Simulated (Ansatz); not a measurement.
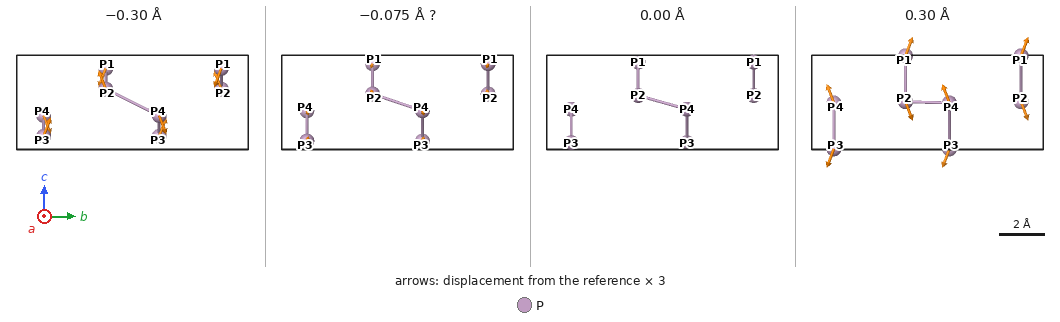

A scan of a crystal of P (Cmce): a normal mode at the zone centre is frozen in with the cell fixed, the amplitude being the largest displacement of an atom. A ball-and-stick model of the conventional cell (2 times the calculation's cell), repeated 1 × 1 × 1 with one cell outlined, seen along the a axis. Orange arrows: displacements from the reference. Lengths and directions refer to the drawn axes.

Level of theory: DFT PBEsol, scalar-relativistic, plane waves, PAW in Ansatz. Settings: plane-wave cutoff 420 eV; k-point mesh 16 × 16 × 12; occupations gaussian; smearing width 0.15 eV; no spin polarisation. Energies (free energies at the smearing named) are counted from the relaxed crystal.

```json
{"largest displacement (Å)": "−0.3000", "E − E(ref) (eV/cell)": "4.49"}
{"largest displacement (Å)": "−0.2250", "E − E(ref) (eV/cell)": "2.56"}
{"largest displacement (Å)": "−0.1500", "E − E(ref) (eV/cell)": "1.12"}
{"largest displacement (Å)": "−0.0750", "E − E(ref) (eV/cell)": "?"}
{"largest displacement (Å)": "0.0000", "E − E(ref) (eV/cell)": "0.00"}
{"largest displacement (Å)": "0.0750", "E − E(ref) (eV/cell)": "0.23"}
{"largest displacement (Å)": "0.1500", "E − E(ref) (eV/cell)": "0.78"}
{"largest displacement (Å)": "0.2250", "E − E(ref) (eV/cell)": "1.42"}
{"largest displacement (Å)": "0.2625", "E − E(ref) (eV/cell)": "1.71"}
{"largest displacement (Å)": "0.3000", "E − E(ref) (eV/cell)": "1.98"}
```

Estimate the missing energy from the other rows, and compare with the calculation.

A straight line between the two neighbours gives 0.56 eV/cell. A cubic through the four nearest rows (−0.2250, −0.1500, 0.0000, 0.0750) gives, with Lagrange weights, (−0.1667)(2.56) + (0.6667)(1.12) + (0.6667)(0.00) + (−0.1667)(0.23) = 0.28 eV/cell. The calculation gives 0.27 eV/cell, so the cubic is 0.01 eV/cell too high and the straight line 0.29 eV/cell too high, as the curve bends upwards here.

The whole profile:

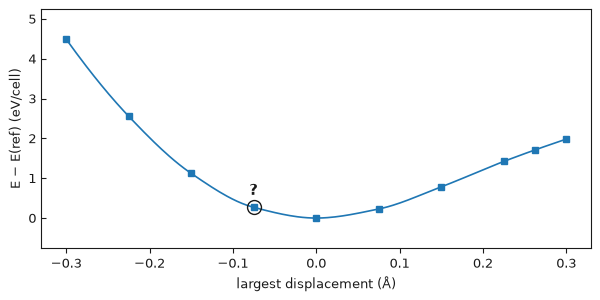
